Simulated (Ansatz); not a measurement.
The structure in question:

```
Pt
1.0
     2.76067    0.00000    0.00000
     0.00000    4.79213    0.00000
    -1.38033    0.00000    2.39081
Pt
2
Cartesian
  -0.6339 1.1980 2.0898
  2.0142 3.5941 0.3010
```

What would you see if this were drawn?

Answer. The element is platinum. The atoms follow space group P2_1/m (No. 11); the Bravais lattice is primitive monoclinic. The cell holds two atoms. Pt is surrounded by twelve Pt in a distorted anticuboctahedral arrangement at 2.76 to 2.99 Å. The bonds build a three-dimensional framework.

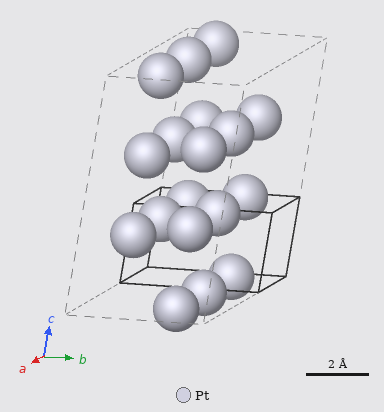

Crystal structure, spheres-only style, seen slightly off an axis. Solid lines give the conventional unit cell, repeated here 3×1×3 times. Colours: platinum light grey.

Origin of the cell: a structure listed in the Materials Project. The cell was then strained or its atoms displaced on purpose. Ansatz was used for an electronic-structure calculation on it.

At this level of theory the cell isn't at rest (stretched, at -11 GPa), so its distances can differ from those at equilibrium, the more so the softer the solid.
